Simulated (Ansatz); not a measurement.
## Run report: Al15As16, geometry relaxation (part 3 of 3)

The same run, continued: Al15As16 (defect cell, 31 atoms in the cell); DFT PBE, scalar-relativistic, plane waves, PAW, spin-polarised (Ansatz 0.2.0); cutoff 420 eV, 2×2×2 k-mesh, Gaussian smearing of 0.01 eV, collinear spins. The structure derives from a Materials Project entry. It belongs to a series of runs on one base structure; here: Al vacancy (site a), charge +0, atoms relaxed at the host's cell, started again with a moment of 3 μB.

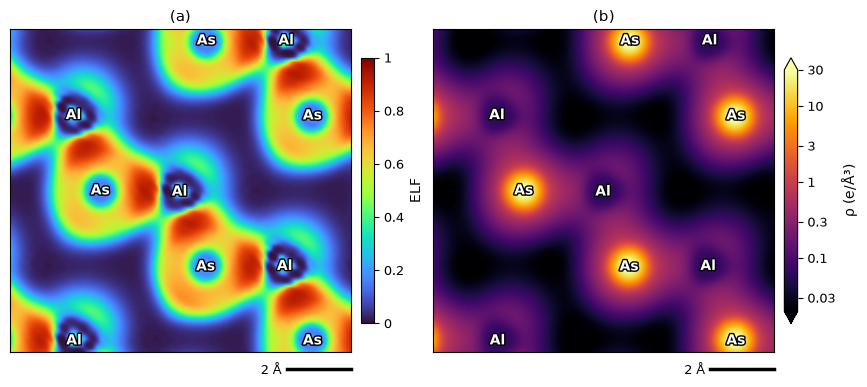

(a) electron localisation function; (b) valence charge density (pseudo) on the (010) plane of the calculation cell. The plane passes through Al and As nuclei. Away from the nuclei the density in this plane falls to 0.01 e/Å³ at its lowest.

### Summary

```csv
quantity,value
outcome,converged
electrons treated,285
free energy,−85772.1639 eV
Fermi energy,5.673 eV
gap on the k-point mesh,0.09 eV
net moment of the cell,1.50 μB
integrated absolute moment,1.58 μB
final volume,751.71 Å³
largest force (length of the vector) at the end,0.023 eV/Å
wall time,67 s (CPU time 4.3 min)
peak memory,2.6 GiB
```
